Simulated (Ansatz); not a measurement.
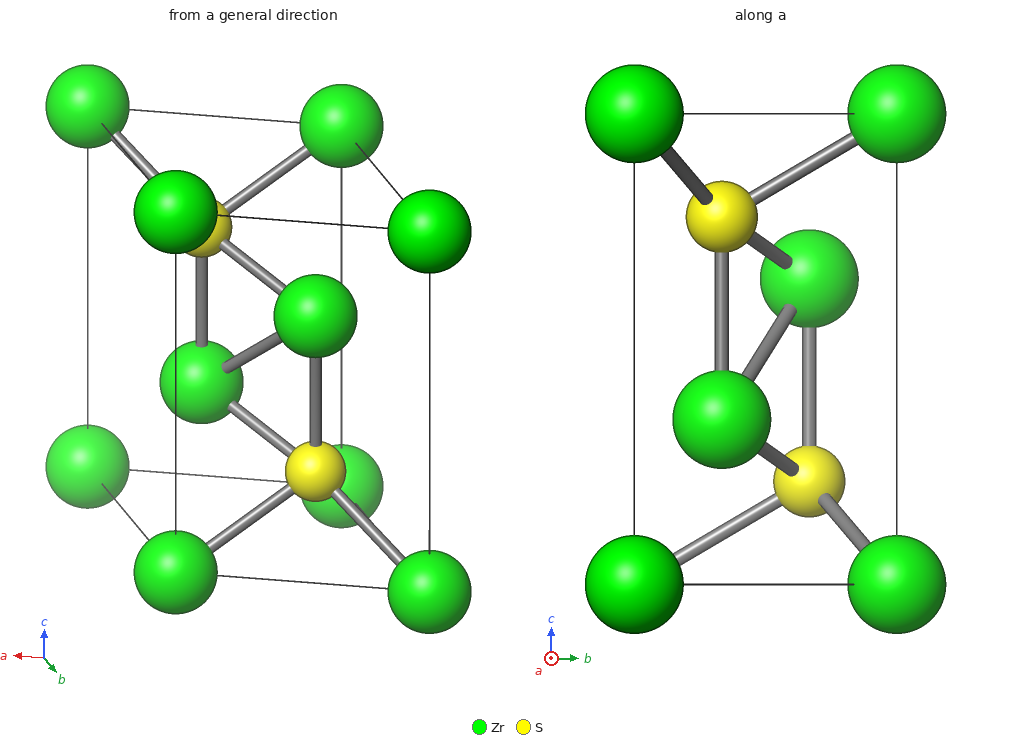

Shown here is a ball-and-stick view of the crystal, taken from a general direction and along the a axis. The lines enclose the conventional unit cell; boundary atoms appear with their images.

Connected in the drawing: S–Zr up to 3.19 Å, Zr–Zr up to 3.22 Å (cut-off distances).

Question: What ratio of elements does the structure have?

Answer: Zr3S2. The cell holds 3 Zr, 2 S, counting shared atoms by their share.

Question: Lattice type?

Answer: Primitive hexagonal lattice; the crystal system is trigonal.

Question: Which of the 230 space groups is it?

Answer: P-3m1 (No. 164), with Zr on 1a, Zr on 2d and S on 2d.

Starting structure: a textbook structure type filled with these elements (whether it is the usual form wasn't checked). The structure drawn was relaxed with DFT PBE, scalar-relativistic, plane waves, PAW (Ansatz).
